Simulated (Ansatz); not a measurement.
Consider Li$_{3}$H$_{3}$N$_{2}$.

The calculation's input:

```
crystal:
  lattice:
    - [2.3510619259, 1.3325771688, 2.9482227158]
    - [-2.2861666575, 1.3178980058, 2.9043240748]
    - [0.0197351062, -2.6662218255, 2.9333470466]
  atoms:
    - { symbol: Li, position: [0.7771916905, 0.3115837525, -0.077716802] }
    - { symbol: Li, position: [0.3129980356, -0.0191785572, 0.7246198058] }
    - { symbol: Li, position: [-0.068460607, 0.7265860543, 0.2808096165] }
    - { symbol: H, position: [0.9228453124, 0.0705713628, 0.527613691] }
    - { symbol: H, position: [0.0445124101, 0.4653997077, 1.0023060025] }
    - { symbol: H, position: [0.4974281364, 0.9487964122, 0.0322116935] }
    - { symbol: "N", position: [0.1688705078, 0.1175498418, 0.1869429156] }
    - { symbol: "N", position: [0.7452960608, 0.8466575423, 0.8314032041] }
kpoints:
  mp_grid: { grid: [6, 6, 6] }
hamiltonian:
  xc: pbesol
scf:
  occupations: { method: fermi_dirac, width: 0.05 }
relax:
  f_tol: 0.01
  cell: {}
  max_steps: 120
output:
  write_density: true
  write_potential: true
  elf: true
  volumetric_format: npy
```

Run with:

```sh
ansatz run input.yaml --threads 4 --pin off --max-ram 4608MiB --backend cpu --events-out ev --progress --plain --runs-dir out
```

Below, planes, directions and counts refer to the conventional cell (a = 3.94 Å, b = 4.00 Å, c = 4.12 Å, α = 84.52°, β = 76.31°, γ = 76.43°).

The fields are those of the run's last geometry, not of the input's.

Space group P1; a structure from a database of computed crystals, not necessarily the ambient phase; started from the V3Cr3Si2-155 prototype, which need not be the ambient phase; changed on purpose from its base cell (shaken).

These are results of DFT, PBEsol, plane waves, PAW in Ansatz 0.2.0, not measurements.

> What will maps of the valence pseudo-density and electron localisation function show?

N–H (1.05 Å): ρ at the midpoint is about 2.6 e/Å³; the ELF climbs to about 1 towards the hydrogen, as it does in any bond to H: an ordinary covalent bond to hydrogen.

> Metal or insulator at this level of theory?

It is gapped, with a Kohn–Sham gap of 2.7 eV on the k-point mesh (the band edges may lie off the mesh, which would make the gap smaller).

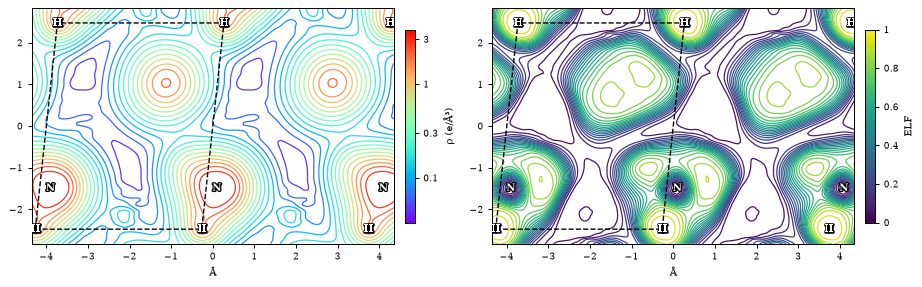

Computed valence pseudo-density and electron localisation function on the (101) plane of the conventional cell, in this order. Atoms just off the plane (Li, 0.6 Å away, H, 0.5 Å away and N, 0.5 Å away) can leave unmarked features too.

The density is the valence pseudo-density of a PAW calculation; it isn't the true density close to the nuclei.
